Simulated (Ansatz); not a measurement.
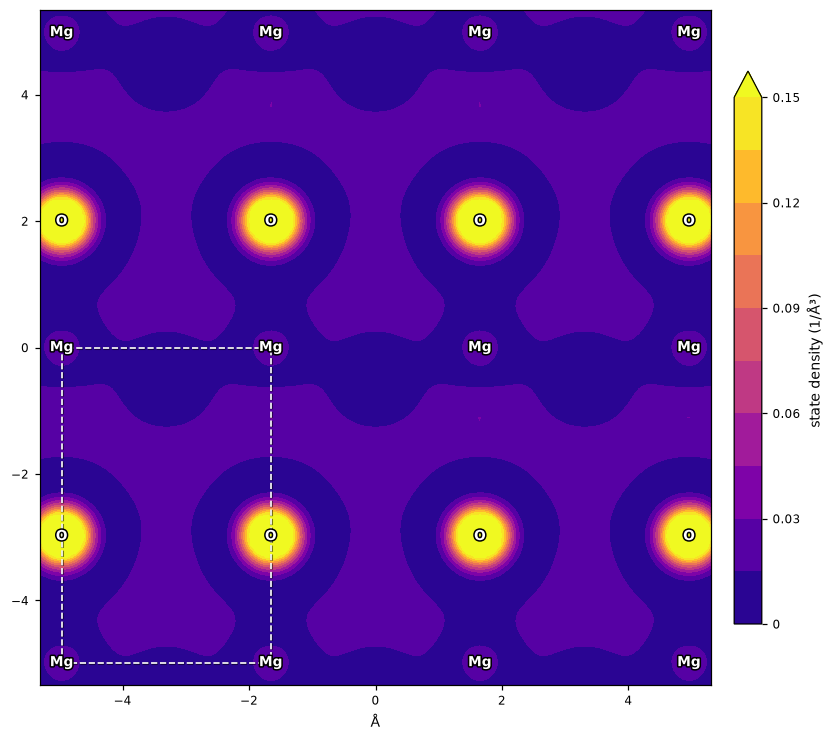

Figure. MgO. Density of the Kohn–Sham states from +3.5 to +4.1 eV about the valence-band maximum (the bottom of the conduction band), scaled to one electron a cell: a map on the (010) plane of the conventional cell.

Space group P6_3mc; the calculation finds a residual pressure of about 3 GPa at this fixed cell. This isn't the usual form at ambient conditions. The cell comes from a database of computed structures, not from a measurement.

The calculation used DFT PBE, scalar-relativistic, plane waves, PAW in Ansatz 0.2.0.

Core electrons are frozen (PAW), so the fields are smoothed inside the atomic spheres.

The calculation's input:

```
crystal:
  lattice:
    - [3.3077869865, 0.0, 0.0]
    - [-1.6538934933, 2.8646275606, 0.0]
    - [0.0, 0.0, 4.98288167]
  atoms:
    - { symbol: Mg, position: [0.33333333, 0.66666667, 0.00215974] }
    - { symbol: Mg, position: [0.66666667, 0.33333333, 0.50215974] }
    - { symbol: O, position: [0.33333333, 0.66666667, 0.40244026] }
    - { symbol: O, position: [0.66666667, 0.33333333, 0.90244026] }
basis:
  ecutwfc: 500
  fft_grid_basis: typed
kpoints:
  mp_grid: { grid: [12, 12, 6] }
hamiltonian:
  xc: pbe
scf:
  occupations: { method: gaussian, width: 0.05 }
  n_extra_bands: 6
output:
  forces: true
  stress: false
  eigenvalues: true
  bader: false
  write_density: false
  volumetric_format: npy
  band_densities:
    - { e_range: [-2.34, -1.73] }
    - { e_range: [1.73, 2.34] }
    - { e_range: [-5.02, -3.92] }
    - { e_range: [-3.92, -2.83] }
    - { e_range: [-5.03, -1.71] }
    - { e_range: [-18.04, -17.04] }
  dos:
    e_range: [-30, 8]
    de: 0.02
    method: { smearing: { sigma: 0.03, scheme: gaussian } }
    projected: { site_lists: { Mg: [Mg], O: [O] } }
checkpoint:
  read: start.run
  write: ck
  compress: false
  write_wavefunctions: false
  write_every: 100000
```

Command:

```sh
ansatz run input.yaml --threads 1 --pin off --max-ram 2560MiB --backend cpu --events-out ev --progress --plain --runs-dir out
```

The picture shows the conventional cell (a = 3.31 Å, b = 3.31 Å, c = 4.98 Å, α = 90.00°, β = 90.00°, γ = 120.00°).

> Which atoms and orbitals make up these states?

Projected on a minimal set of atomic orbitals (Löwdin), they are Mg 3s (65 %) and O 2s (30 %).
- In space (atomic cells sized by Bader volumes) the density divides as O about 90 % and Mg about 10 %. The two measures disagree here: the projection uses a minimal set of atomic orbitals, while the spatial cells share out diffuse density by volume.
- It nearly vanishes midway along the shortest Mg–O contact.
